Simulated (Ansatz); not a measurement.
**Energy of Ca along a strain of the cell**

System: Ca (I4/mmm, 1 atom in the cell).
Method: DFT PBEsol, scalar-relativistic, plane waves, PAW, no spin polarisation (Ansatz 0.2.0).

The 9 runs differ only in the geometry, by a strain of the cell at fixed fractional positions. Against run 5, the strain is εzz = η. The structure derives from an entry of the Crystallography Open Database.

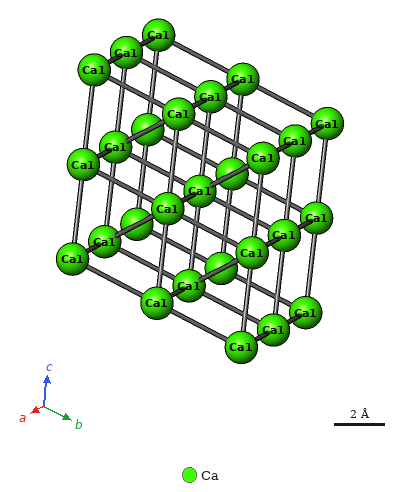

Figure 1. The structure of run 5 (ball-and-stick view of the cell of the calculation, repeated 2 × 2 × 2, seen slightly off an axis; atoms are numbered from 1 in the order of the input). An atom can appear more than once, as a periodic image.

**Input of run 5**
```yaml
crystal:
  lattice:
    - [-2.24, 2.24, 2.2624]
    - [2.24, -2.24, 2.2624]
    - [2.24, 2.24, -2.2624]
  atoms:
    - { symbol: Ca, position: [0.0, 0.0, 0.0] }
basis:
  ecutwfc: 420
kpoints:
  mp_grid: { grid: [16, 16, 16] }
hamiltonian:
  xc: pbesol
scf:
  occupations: { method: gaussian, width: 0.15 }
output:
  forces: true
  stress: true
  eigenvalues: true
```

Command:
```bash
ansatz run input.yaml --threads 1 --pin off --max-ram 2560MiB --backend cpu --events-out ev --progress --plain --runs-dir out
```

Run 3 differs from it as follows:
```diff
-    - [-2.24, 2.24, 2.2624]
-    - [2.24, -2.24, 2.2624]
-    - [2.24, 2.24, -2.2624]
+    - [-2.24, 2.24, 2.1952]
+    - [2.24, -2.24, 2.1952]
+    - [2.24, 2.24, -2.1952]
```

**Results, with one run withheld**

| run | strain parameter η (%) | free energy per atom, from the lowest run given (meV) | pressure (GPa) |
| --- | --- | --- | --- |
| 1 | −4.9505 | 0.00 | −1.01 |
| 2 | −3.9604 | 3.07 | −1.16 |
| 3 | −2.9703 | ? | ? |
| 4 | −1.9802 | 10.37 | −1.42 |
| 5 | 0.0000 | 19.06 | −1.67 |
| 6 | 0.9901 | 23.87 | −1.79 |
| 7 | 1.9802 | 28.96 | −1.90 |
| 8 | 2.4752 | 31.61 | −1.95 |
| 9 | 2.9703 | 34.32 | −2.01 |

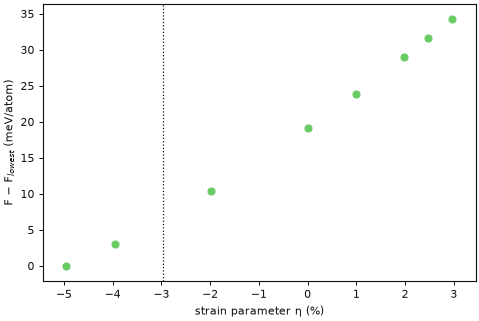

Figure 2. Free energy per atom of the runs given; the dotted line marks run 3.

What should run 3 give?

A cubic polynomial in the coordinate, fitted to the 8 runs given, misses them by under 0.01 meV per atom. With x = η + 0.3094, it reads F = 17.616 + 4.6125 x + 0.15865 x² − 0.0037296 x³ (meV per atom). At run 3 it gives 6.54 meV per atom, and the run itself gives 6.54. The fit has no minimum inside this range.

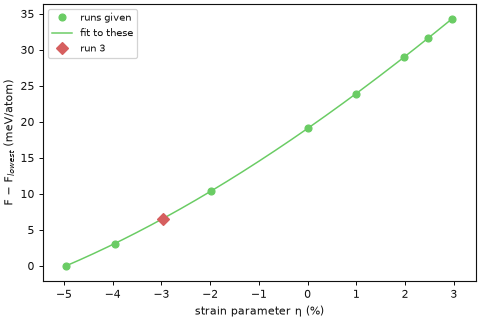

Figure 3. The fit and the withheld run.

**Output, shortened to warnings, some set-up lines, iterations and results (run 3)**
```
Basis set: ecut = 420 eV, 887 PW (Γ), exchange–correlation on 54×54×54 points (8 copies of the dense FFT grid, shifted against one another)
Symmetry: 16 space group operations
k-points: 349 of 4096
Initial density: superposition of atomic densities (neutral atoms: chi_scale 0, normalization atom), corrected by the library's trained network
[...]
SCF iter   1: F=—  HF=-1793.710776 eV  |F-HF|=—  |Δ(HF+E_count)|=         —  Δρ=2.31e-3  dr2=2.40e-3  ethr=1.77e-3  ⟨swp⟩=5.8  Hψ=25458  notcnv=0
SCF iter   2: F=—  HF=-1793.710068 eV  |F-HF|=—  |Δ(HF+E_count)|=   7.08e-4  Δρ=1.06e-3  dr2=5.55e-4  ethr=2.40e-5  ⟨swp⟩=2.1  Hψ=7319  notcnv=0
SCF iter   3: F=—  HF=-1793.709869 eV  |F-HF|=—  |Δ(HF+E_count)|=   1.99e-4  Δρ=2.39e-4  dr2=3.10e-5  ethr=5.55e-6  ⟨swp⟩=2.7  Hψ=5041  notcnv=0
SCF iter   4: F=—  HF=-1793.709862 eV  |F-HF|=—  |Δ(HF+E_count)|=   7.03e-6  Δρ=4.51e-5  dr2=6.51e-7  ethr=3.10e-7  ⟨swp⟩=2.5  Hψ=4406  notcnv=0
SCF iter   5: F=-1793.709862 eV  HF=-1793.709862 eV  |F-HF|=2.49e-8  |Δ(HF+E_count)|=   1.05e-7  Δρ=1.08e-5  dr2=9.04e-8  ethr=6.51e-9  ⟨swp⟩=2.4  Hψ=4676  notcnv=0
SCF iter   6: F=-1793.709862 eV  HF=-1793.709862 eV  |F-HF|=4.22e-10  |Δ(HF+E_count)|=   1.15e-8  Δρ=1.25e-6  dr2=4.23e-10  ethr=9.04e-10  ⟨swp⟩=2.1  Hψ=11064  notcnv=0
SCF 1 converged in 6 iterations: F = -1793.709862 eV  dr2 = 4.23e-10
SCF converged after 6 iterations
Free energy (F): -1793.709862 eV
Harris-Foulkes:  -1793.709862 eV  (|F-HF|=4.22e-10)
Internal energy: -1793.691696 eV  (E = F + TS)
E sigma→0 (E₀):  -1793.700779 eV
Entropy (-TS):   -0.018166 eV (-18.166 meV/atom)
Fermi energy:    4.633312 eV
--- Per-component energies (eV) ---
  E_band       = -178.709831
  E_kinetic    = 274.723393
  E_local      = -861.916655  (includes V_loc(G=0)·N_el)
  E_nonlocal   = 64.602584
  E_hartree    = 288.218272
  E_xc         = -133.949597
  E_vxc        = -167.797302  (∫ρ·V_xc dr)
  E_paw        = -836.679041  (= ΣΔE_a)
  E_vpaw       = -64.758639  (= ΣTr[D̂ρ^β])
  E_aug_tail   = -0.000006  (compensation charges beyond the density's cutoff)
  E_ewald      = -588.809440
  E_core_change = 0.118794  (= ΣΔE_core)
  E_smearing   = -0.018166  (= −TS)
  E_closure    = 0.000000  (closes the sum)
  Σ components = -1793.709862   (vs F -1793.709862, Δ=0.00e0)
--- Forces (eV/Å), atoms counted from 1 ---
  atom   1  Ca     0.00000000     0.00000000     0.00000000
  max |Σ_I F_I| component: 3.94e-31 eV/Å
--- Stress (GPa, compression-positive) ---
       -1.286403       0.000000       0.000000
        0.000000      -1.286403       0.000000
       -0.000000      -0.000000      -1.303220
  P = ⅓ Tr σ = -1.2920 GPa (-12.920 kbar)
```
